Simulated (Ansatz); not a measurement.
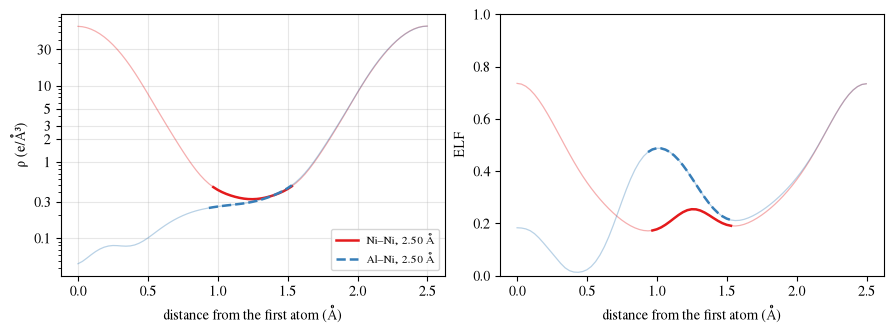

AlNi$_{3}$ (interface cell). Valence electron density and electron localisation function along straight lines between neighbouring atoms. Thin, pale parts lie inside the atomic spheres.

The program warned that a starting moment wasn't kept; spin-polarised.

Computed with DFT PBE, scalar-relativistic, plane waves, PAW (Ansatz).

The density is the valence pseudo-density of a PAW calculation; it isn't the true density close to the nuclei.

```xyz
16
Lattice="3.5667 0.0000 0.0000 0.0000 3.5667 0.0000 0.0000 0.0000 14.1481" Properties=species:S:1:pos:R:3 pbc="T T T"
Al    0.0000    0.0000    0.0208
Ni    0.0000    1.7833    1.7685
Ni    1.7833    0.0000    1.7685
Ni    1.7833    1.7833   14.1286
Al    0.0000    0.0000    3.5162
Ni    0.0000    1.7833    5.3055
Ni    1.7833    0.0000    5.3055
Ni    1.7833    1.7833    3.5566
Ni    0.0000    0.0000    7.0545
Ni    0.0000    1.7833    8.8426
Ni    1.7833    0.0000    8.8426
Al    1.7833    1.7833    7.0949
Ni    0.0000    0.0000   10.6306
Ni    0.0000    1.7833   12.3796
Ni    1.7833    0.0000   12.3796
Al    1.7833    1.7833   10.5903
```

### Compare the contacts.

Ni–Ni (2.50 Å): ρ at the midpoint is about 0.32 e/Å³; the ELF is about 0.25 at the midpoint; no localised pair shows between them.
Al–Ni (2.50 Å): ρ is about 0.3 e/Å³ halfway; the ELF is about 0.35 at the midpoint.
